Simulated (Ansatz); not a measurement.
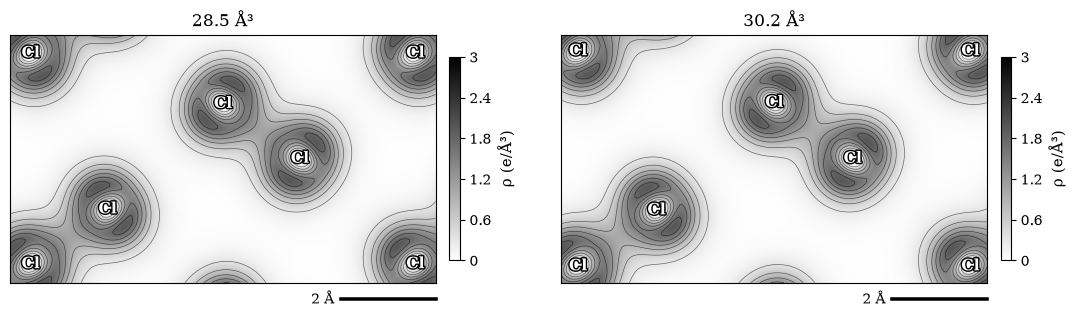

Cl. The valence charge density (pseudo) of cells scaled evenly to different volumes (given per atom above each panel), on the (110) plane of each (indices in the axes of the cell below), at one length scale and on one colour scale.

Computed with Ansatz, Kohn-Sham DFT of a periodic cell, LDA, Ansatz PAW.

In a PAW calculation such maps are meaningful between the atoms, not at the nuclei.

The largest cell:

```yaml
crystal:
  lattice:
    - [3.18639, -2.27961, 0.00000]
    - [3.18639, 2.27961, 0.00000]
    - [0.00000, 0.00000, 8.31804]
  atoms:
    - { symbol: Cl, position: [0.37000, 0.63000, 0.40000] }
    - { symbol: Cl, position: [0.13000, 0.87000, 0.90000] }
    - { symbol: Cl, position: [0.63000, 0.37000, 0.60000] }
    - { symbol: Cl, position: [0.87000, 0.13000, 0.10000] }
```

| volume (Å³/atom) | Cl–Cl contact in the plane (Å) | ρ at its midpoint (e/Å³) | pressure (GPa) | gap on the mesh (eV) | 
| --- | --- | --- | --- | --- |
| 28.47 | 2.003 | 1.074 | −1.9 | 2.40 | 
| 29.05 | 2.016 | ? | ? | ? | 
| 30.21 | 2.043 | 0.992 | −3.2 | 2.20 | 

### Estimate the missing row, and compare with the calculation.

Over the known rows ln ρ falls by 1.99 per Å of Cl–Cl distance (the line through the two), which gives 1.047 e/Å³ at 2.016 Å; the calculation gives 1.046 e/Å³. For the pressure, a straight line in volume between the neighbouring rows gives −2.3 GPa; the calculation gives −2.4. For the gap on the mesh, a straight line in volume between the neighbouring rows gives 2.33 eV; the calculation gives 2.33.
